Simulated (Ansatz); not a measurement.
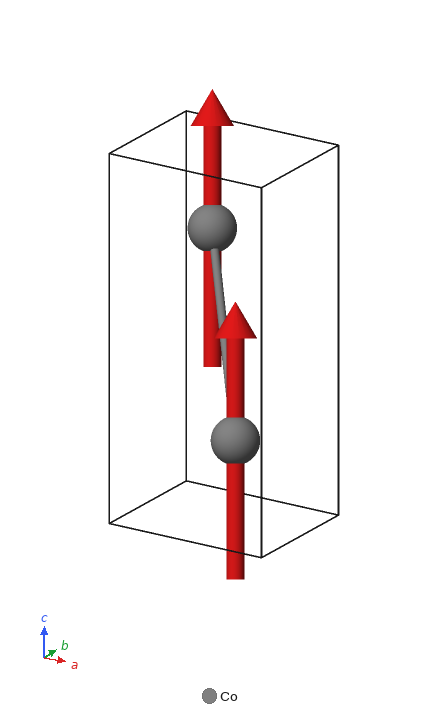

A ball-and-stick picture of a crystal structure, seen slightly off an axis. Atoms at the boundary of the simulation cell (the box) are drawn once for each face, edge or corner they touch. Arrows are the site magnetic moments above 0.25 μB; longer means larger, and red and blue are up and down (without spin-orbit coupling the axis itself is arbitrary).

This is the state reached for Co. Computed with DFT PBEsol, scalar-relativistic, plane waves, PAW in Ansatz. Settings: a plane-wave cutoff of 420 eV, an 18×18×8 k-point grid, Gaussian smearing of 0.15 eV, collinear spins.

What is the magnetic arrangement?

Answer. Ferromagnetic (within this cell). Site moments: 2 Co +1.6 μB. The net spin moment of the whole cell is 3.1 μB.

The structure was taken from a structure listed in the Materials Project. The cell was then strained or its atoms displaced on purpose. It was the input of a calculation with Ansatz.
